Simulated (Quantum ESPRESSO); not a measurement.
## Energy of AlN along an even scaling of the cell

System: AlN (F-43m, 2 atoms in the cell).
Method: Kohn-Sham DFT of a periodic cell, PBE, SSSP 1.3 efficiency PBE, no spin polarisation (Quantum ESPRESSO 7.5).

The 7 runs differ only in the geometry, by an even scaling of the cell at fixed fractional positions. The structure derives from a Materials Project entry.

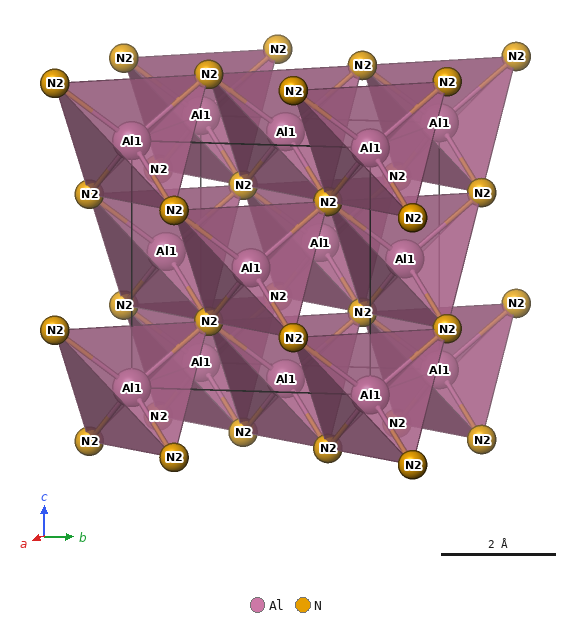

Figure 1. The structure of run 4 (polyhedral view of the cell 4 times as large as that of the calculation, set on its symmetry axes, seen slightly off an axis; polyhedra are completed across the faces of the cell; atoms are numbered from 1 in the order of the input).

### Input file of run 4
```
&CONTROL
  calculation = 'scf'
  prefix = 'pwscf'
  outdir = './tmp'
  pseudo_dir = './pseudo'
  tprnfor = .true.
  tstress = .true.
  disk_io = 'low'
/
&SYSTEM
  ibrav = 0
  nat = 2
  ntyp = 2
  ecutwfc = 60
  ecutrho = 480
  nbnd = 9
  occupations = 'smearing'
  smearing = 'fd'
  degauss = 0.00367493
/
&ELECTRONS
  conv_thr = 4d-10
  electron_maxstep = 120
  mixing_beta = 0.5
/
ATOMIC_SPECIES
Al    26.9815 Al.pbe-n-kjpaw_psl.1.0.0.UPF
N     14.0070 N.pbe-n-radius_5.UPF
CELL_PARAMETERS angstrom
   0.0000000000    2.1839935596    2.1839935596
   2.1839935596    0.0000000000    2.1839935596
   2.1839935596    2.1839935596    0.0000000000
ATOMIC_POSITIONS crystal
Al     0.0000000000    0.0000000000    0.0000000000
N      0.2500000000    0.2500000000    0.2500000000
K_POINTS automatic
10 10 10 0 0 0
```

### File pp_density.in of run 4
```
&INPUTPP
  prefix = 'pwscf'
  outdir = './tmp'
  filplot = 'density.dat'
  plot_num = 0
/
&PLOT
  nfile = 1
  filepp(1) = 'density.dat'
  iflag = 3
  output_format = 6
  fileout = 'density.cube'
/
```

### File pp_potential.in of run 4
```
&INPUTPP
  prefix = 'pwscf'
  outdir = './tmp'
  filplot = 'potential.dat'
  plot_num = 11
/
&PLOT
  nfile = 1
  filepp(1) = 'potential.dat'
  iflag = 3
  output_format = 6
  fileout = 'potential.cube'
/
```

Command:
```bash
OMP_NUM_THREADS=1 pw.x -in pw.in > pw.out
OMP_NUM_THREADS=1 pp.x -in pp_density.in > pp_density.out
OMP_NUM_THREADS=1 pp.x -in pp_potential.in > pp_potential.out
```

Lattice vectors (Å) and fractional positions of run 4:
```
   0.000000    2.183994    2.183994
   2.183994    0.000000    2.183994
   2.183994    2.183994    0.000000
Al  0.000000  0.000000  0.000000
N   0.250000  0.250000  0.250000
```

Run 2 has the same physical settings and fractional positions; its lattice vectors (Å) are:
```
   0.000000    2.154477    2.154477
   2.154477    0.000000    2.154477
   2.154477    2.154477    0.000000
```

### Results, with one run withheld

| run | volume per atom (Å³) | free energy per atom, from the lowest run given (meV) | pressure (GPa) | gap on the mesh (eV) |
| --- | --- | --- | --- | --- |
| 1 | 9.792 | 52.17 | 19.94 | 3.35 |
| 2 | 10.001 | ? | ? | ? |
| 3 | 10.209 | 13.74 | 9.49 | 3.33 |
| 4 | 10.417 | 4.08 | 4.99 | 3.32 |
| 5 | 10.626 | 0.00 | 0.90 | 3.31 |
| 6 | 10.834 | 1.01 | −2.81 | 3.30 |
| 7 | 11.042 | 6.60 | −6.18 | 3.29 |

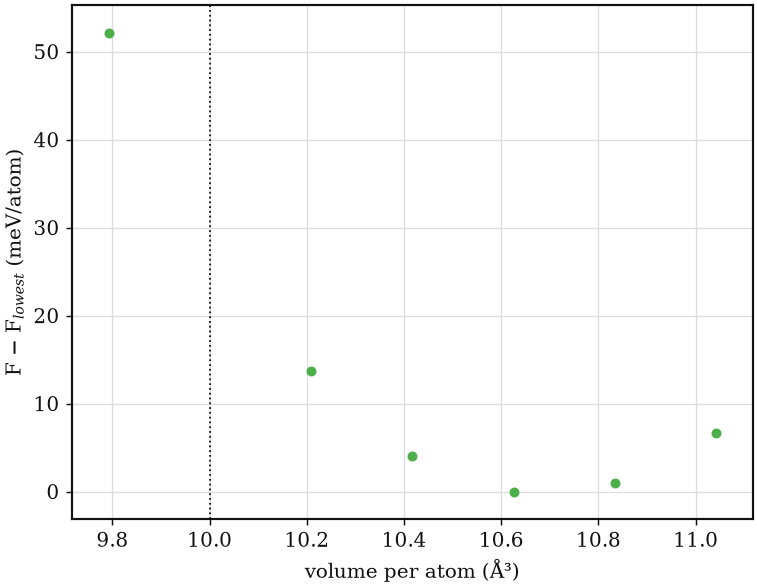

Figure 2. Free energy per atom of the runs given; the dotted line marks run 2.

What should run 2 give?

A cubic polynomial in V^(−2/3) (the Birch–Murnaghan form), fitted to the 6 runs given, misses them by at most 0.01 meV per atom. With x = V^(−2/3) − 0.20891 Å⁻², it reads F = 2.4697 + 1916.6 x + 3.4282e+05 x² − 79828 x³ (meV per atom). At run 2 it gives 29.51 meV per atom, and the run itself gives 29.57. The slope of the fit gives a pressure −dF/dV of 14.67 GPa there, and the run prints 14.46 GPa. The two needn't agree exactly: the fit is approximate, and the printed stress is taken on a finite basis. The fit has its minimum at 10.686 Å³ per atom, where V d²F/dV² gives 194 GPa: the bulk modulus at this level, since symmetry fixes the shape and the positions. The gap on the mesh goes, without turning, from 3.35 eV in run 1 to 3.29 eV in run 7; run 2 has 3.34 eV. These are gaps of this functional on this mesh, which can miss the band edges; they aren't the measured gap.

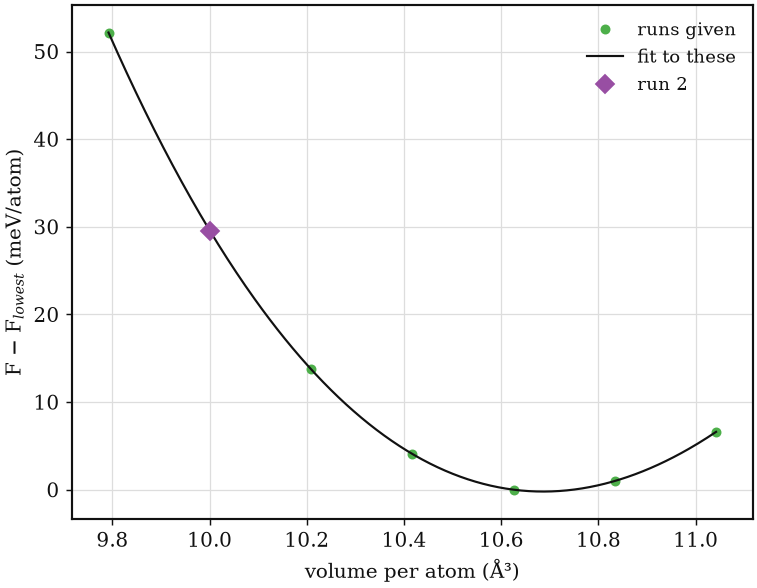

Figure 3. The fit and the withheld run.

### Some lines of the output (run 2)
```
[...]
     total energy              =     -59.87874031 Ry
     total energy              =     -59.88934498 Ry
     total energy              =     -59.88962103 Ry
     total energy              =     -59.88996300 Ry
     total energy              =     -59.89000080 Ry
     total energy              =     -59.88999805 Ry
     total energy              =     -59.88999877 Ry
     total energy              =     -59.88999881 Ry
     total energy              =     -59.88999876 Ry
     the Fermi energy is     9.1897 ev
!    total energy              =     -59.88999877 Ry
     The total energy is F=E-TS. E is the sum of the following terms:
     Computing stress (Cartesian axis) and pressure
          total   stress  (Ry/bohr**3)                   (kbar)     P=      144.57
```
